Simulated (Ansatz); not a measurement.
Run report: Si₁₂O₂₃ (charge +2), field-gradient calculation (part 1 of 3)

System: Si₁₂O₂₃ (defect cell, 35 atoms in the cell, total charge +2).
Method: DFT, PBE, plane-wave PAW, default files, scalar-relativistic, no spin polarisation (Ansatz 0.2.0).

The structure derives from a Materials Project entry. It belongs to a series of runs on one base structure; here: O vacancy, charge +2, host positions. Figures and captions count atoms from 1; the log counts them from 0 in places.

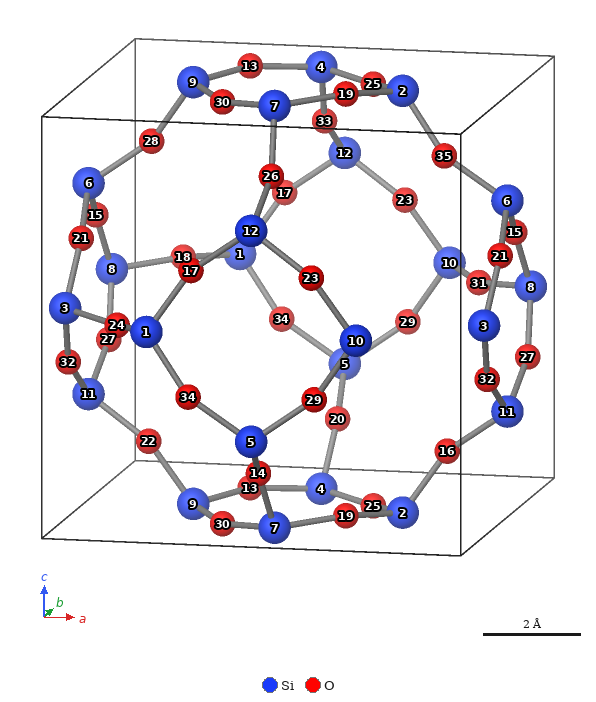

*The structure as given in the input (ball-and-stick view of the cell of the calculation, seen slightly off an axis; atoms are numbered from 1 in the order of the input).*

Near neighbours in the crystal (not all of them lie inside the picture): Si has 4 O at 1.61 Å; Si has 3 O at 1.61 Å; O has 2 Si at 1.61 Å.

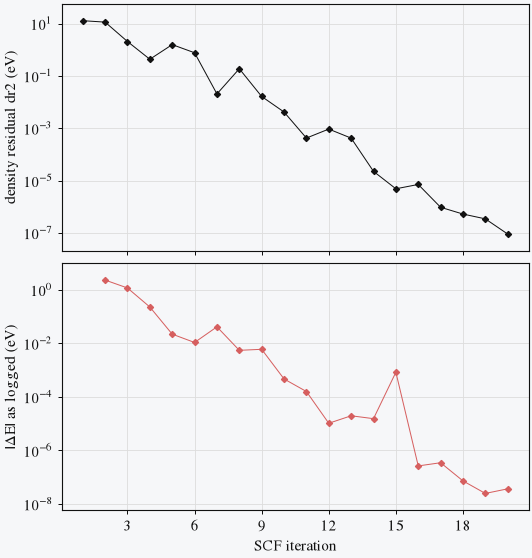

*Convergence of the self-consistent field: density residual dr2 and size of the energy change against the SCF iteration.*

The residual falls unevenly and jumps up by a factor of two or more 3 times on the way down.

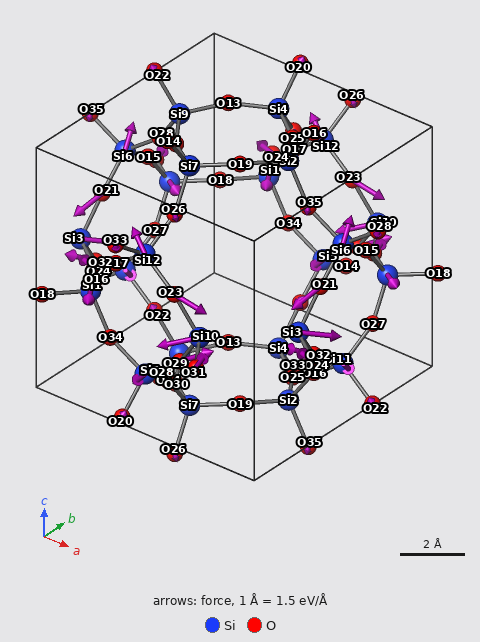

*Forces on the atoms as pink arrows (ball-and-stick view of the cell of the calculation, seen at an oblique angle; bonded neighbours outside the cell are drawn too; atoms are numbered from 1 in the order of the input); the smallest are left out.*

The largest act on Si3, Si10 (2.10 eV/Å); O29, O32 (1.98 eV/Å); O21, O23 (1.86 eV/Å); Si1, Si8 (1.56 eV/Å), among others. The geometry is not a stationary point of this energy.

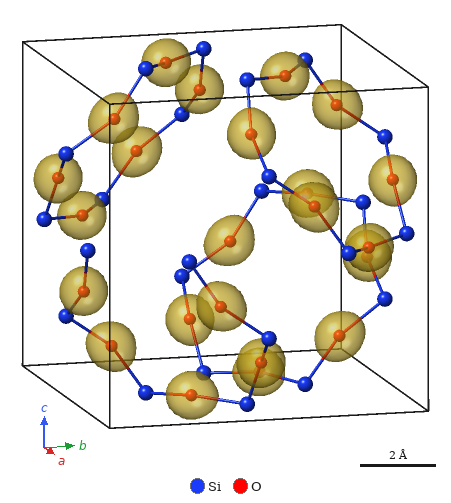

*Isosurface of the valence electron density at 1.5 e/Å³ (yellow), seen slightly off an axis. Sticks mark near contacts. The outline is the calculation cell.*

At this value the density breaks into separate islands; it holds about 50 % of the electrons treated as valence. It is pinched off along the Si–O (1.61 Å) contacts. On the grid the lowest density along these lines, outside the cores, is 1 e/Å³ (Si–O, 1.61 Å). The fields are those of the smooth PAW valence density.

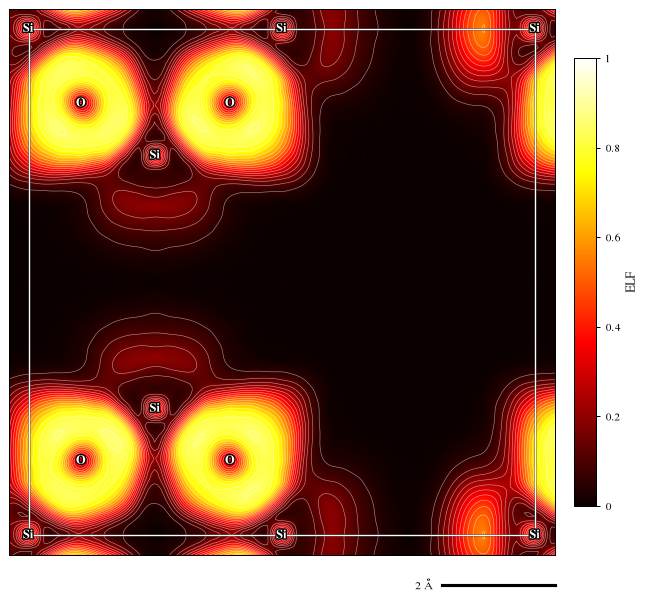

*ELF on the (100) plane of the calculation cell.*

The section cuts through Si and O sites.

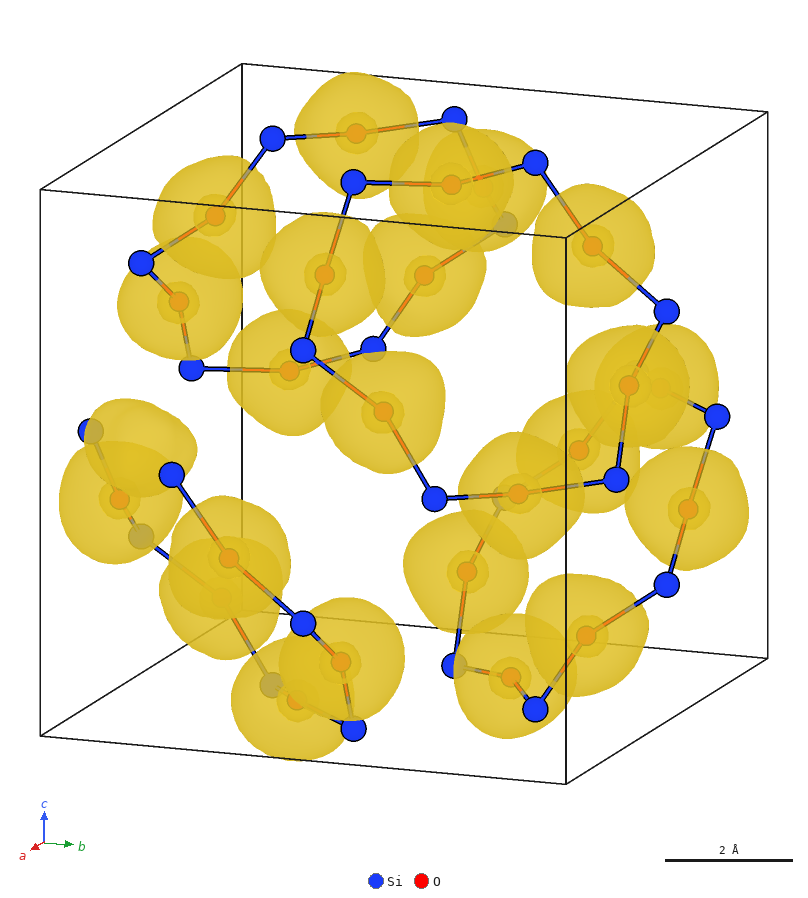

*Isosurface of the electron localisation function at 0.65 (yellow), seen slightly off an axis. Only the valence region is drawn (cores and ρ < 0.01 e/Å³ removed). Sticks mark near contacts. The outline is the calculation cell.*

Along the contacts the grid gives the following.

The input and output of the run follow.

### Input file
```yaml
crystal:
  lattice:
    - [8.91698266, 0.0, 0.0]
    - [0.0, 8.91698266, 0.0]
    - [0.0, 0.0, 8.91698266]
  atoms:
    - { symbol: Si, position: [0.25, 0.0, 0.5] }
    - { symbol: Si, position: [0.75, 0.5, 0.0] }
    - { symbol: Si, position: [0.0, 0.25, 0.5] }
    - { symbol: Si, position: [0.5, 0.75, 0.0] }
    - { symbol: Si, position: [0.5, 0.0, 0.25] }
    - { symbol: Si, position: [0.0, 0.5, 0.75] }
    - { symbol: Si, position: [0.5, 0.25, 0.0] }
    - { symbol: Si, position: [0.0, 0.75, 0.5] }
    - { symbol: Si, position: [0.25, 0.5, 0.0] }
    - { symbol: Si, position: [0.75, 0.0, 0.5] }
    - { symbol: Si, position: [0.0, 0.5, 0.25] }
    - { symbol: Si, position: [0.5, 0.0, 0.75] }
    - { symbol: O, position: [0.35285604, 0.64714396, 0.01550144] }
    - { symbol: O, position: [0.48449856, 0.14714396, 0.14714396] }
    - { symbol: O, position: [0.98449856, 0.64714396, 0.64714396] }
    - { symbol: O, position: [0.85285604, 0.51550144, 0.14714396] }
    - { symbol: O, position: [0.35285604, 0.01550144, 0.64714396] }
    - { symbol: O, position: [0.14714396, 0.85285604, 0.51550144] }
    - { symbol: O, position: [0.64714396, 0.35285604, 0.01550144] }
    - { symbol: O, position: [0.51550144, 0.85285604, 0.14714396] }
    - { symbol: O, position: [0.01550144, 0.35285604, 0.64714396] }
    - { symbol: O, position: [0.14714396, 0.48449856, 0.14714396] }
    - { symbol: O, position: [0.64714396, 0.98449856, 0.64714396] }
    - { symbol: O, position: [0.14714396, 0.14714396, 0.48449856] }
    - { symbol: O, position: [0.64714396, 0.64714396, 0.98449856] }
    - { symbol: O, position: [0.51550144, 0.14714396, 0.85285604] }
    - { symbol: O, position: [0.01550144, 0.64714396, 0.35285604] }
    - { symbol: O, position: [0.14714396, 0.51550144, 0.85285604] }
    - { symbol: O, position: [0.64714396, 0.01550144, 0.35285604] }
    - { symbol: O, position: [0.35285604, 0.35285604, 0.98449856] }
    - { symbol: O, position: [0.85285604, 0.85285604, 0.48449856] }
    - { symbol: O, position: [0.98449856, 0.35285604, 0.35285604] }
    - { symbol: O, position: [0.48449856, 0.85285604, 0.85285604] }
    - { symbol: O, position: [0.35285604, 0.98449856, 0.35285604] }
    - { symbol: O, position: [0.85285604, 0.48449856, 0.85285604] }
total_charge: 2
kpoints:
  mp_grid: { grid: [2, 2, 2] }
scf:
  occupations: { method: fermi_dirac, width: 0.01 }
hamiltonian:
  xc: pbe
  pseudopotentials: { kind: paw }
output:
  forces: true
  stress: true
  populations: true
  efg: { quadrupole_moments_barn: { O: -0.02558 }, contact_densities: true }
  write_density: true
  write_potential: true
  elf: true
  volumetric_format: npy
```

Command:
```bash
ansatz run input.yaml --threads 1 --pin off --max-ram 3072MiB --backend cpu --events-out ev --progress --plain --runs-dir out
```

### Log
```
Engine: ansatz 0.2.0, aarch64-unknown-linux-gnu
Pseudopotentials: kind: paw
Pseudopotential: Si, paw, valence charge 4, recommended cutoff 420 eV (normal), Si.paw.azcp
Pseudopotential: O, paw, valence charge 6, recommended cutoff 420 eV (normal), O.paw.azcp
Functional definition: PBE
  parameter kappa = 0.804
  parameter beta = 0.06672455060314922
  exchange = pbe_x(kappa = kappa, mu = beta*pi^2/3)
  correlation = pbe_c(beta = beta)
Crystal: 35 atoms, lattice volume = 709.012 Å³
Basis set: ecut = 420 eV, 13949 PW (Γ), exchange–correlation on 120×120×120 points (8 copies of the dense FFT grid, shifted against one another)
Bands: 127, of which v1, the nominal top of the filled ones, is band 92 counted from 1 (91 counted from 0)
Symmetry: 2 space group operations
Space group: Cm (ITA 8), of the structure as read, at distance tolerance 8.9e-5 Å
k-points: 6 of 8
Non-local potential: Si, projectors of the file, l = 0: 2, l = 1: 2, l = 2: 2
Non-local potential: O, projectors of the file, l = 0: 2, l = 1: 2, l = 2: 1
PAW form: soft (Blöchl's): semilocal exchange-correlation on the pseudo side does not see the compensation charge
PAW one-centre angular grid: Si, 110 points (default); XC on 64 Gauss nodes
PAW one-centre angular grid: O, 110 points (default); XC on 64 Gauss nodes
Initial density: superposition of atomic densities (neutral atoms scaled as one to the charged cell's electrons: chi_scale 0, normalization atom), corrected by the library's trained network
Initial wavefunctions: pseudopotential atomic-orbital guess
Functional: x = pbe(κ = 0.804, μ = 0.2195149727645171), c = pbe(β = 0.06672455060314922)
```
